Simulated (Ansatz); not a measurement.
**Si3C2: density, localisation and related maps**

Input file:

```
crystal:
  lattice:
    - [2.7579483394, 0.0, 0.0]
    - [-1.3789741697, 2.3884533242, 0.0]
    - [0.0, 0.0, 10.226688105]
  atoms:
    - { symbol: Si, position: [0.0, 0.0, 0.7620955146] }
    - { symbol: Si, position: [0.0, 0.0, 0.2379044854] }
    - { symbol: Si, position: [0.0, 0.0, 0.5] }
    - { symbol: C, position: [0.0, 0.0, 0.9395726923] }
    - { symbol: C, position: [0.0, 0.0, 0.0604273077] }
basis:
  ecutwfc: 420
kpoints:
  mp_grid: { grid: [18, 18, 4] }
hamiltonian:
  xc: pbe
scf:
  occupations: { method: gaussian, width: 0.1 }
output:
  forces: true
  stress: true
  eigenvalues: true
  write_density: true
  write_potential: true
  elf: true
  volumetric_format: npy
relax:
  adjacent_minimum: "off"
  f_tol: 0.01
  max_steps: 80
  cell: { stress_tol: 0.05 }
```

Launched as:

```sh
ansatz run input.yaml --threads 1 --pin off --max-ram 2560MiB --backend cpu --events-out ev --progress --plain --runs-dir out
```

Below, planes, directions and counts refer to the conventional cell (a = 2.77 Å, b = 2.77 Å, c = 10.00 Å, α = 90.00°, β = 90.00°, γ = 120.00°).

The fields are those of the relaxed geometry.

Space group P6/mmm; a structure generated by program, which may or may not match a known phase.

All numbers below come from DFT PBE, scalar-relativistic, plane waves, PAW in Ansatz 0.2.0.

Core electrons are frozen (PAW), and the valence fields are smoothed inside the atomic spheres.

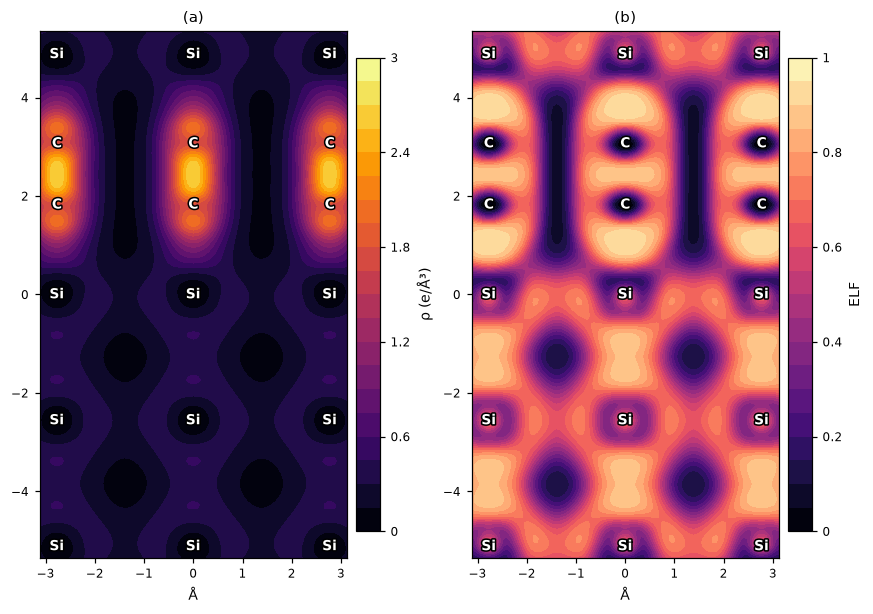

Figure 1. (a) valence pseudo-density; (b) electron localisation function on the (010) plane of the conventional cell.

Q: Read the bonding off the picture.

A:
- Atoms in the plane: Si and C.
- C–C (1.24 Å): ρ at the midpoint is about 2.7 e/Å³; the ELF peaks at about 0.90 between the atoms.
- Si–C (1.82 Å): the density is about 0.97 e/Å³ at the midpoint; the ELF peaks at about 0.95 between the atoms.
- Si–Si (2.56 Å): ρ at the midpoint is about 0.4 e/Å³; the ELF peaks at about 0.90 between the atoms.
- Between the atoms the lowest density in this plane is 0.1 e/Å³.

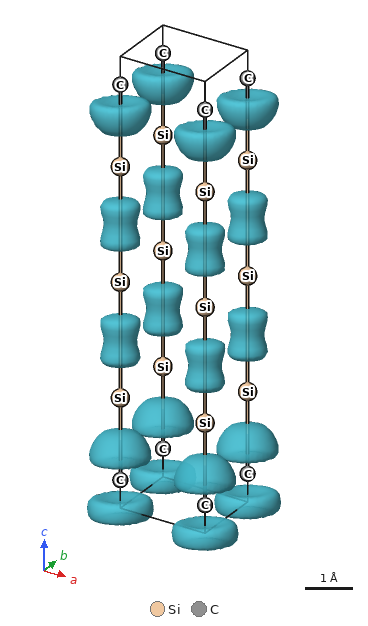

Figure 2. Isosurface of the ELF at 0.8 (cyan), seen slightly off an axis. Core shells and regions of very low density are left out. Sticks mark near contacts.

Q: What do the ELF domains correspond to?

A: At this value the surface marks out one region between bonded C–C atoms, two regions between bonded C–Si atoms and two regions between bonded Si–Si atoms, counted in one cell of 5 atoms. Any copies at cell faces, edges or corners count once.

Q: Does the calculation make it a metal, or give it a gap?

A: It is metallic or semimetallic at this level of theory: no gap opens.
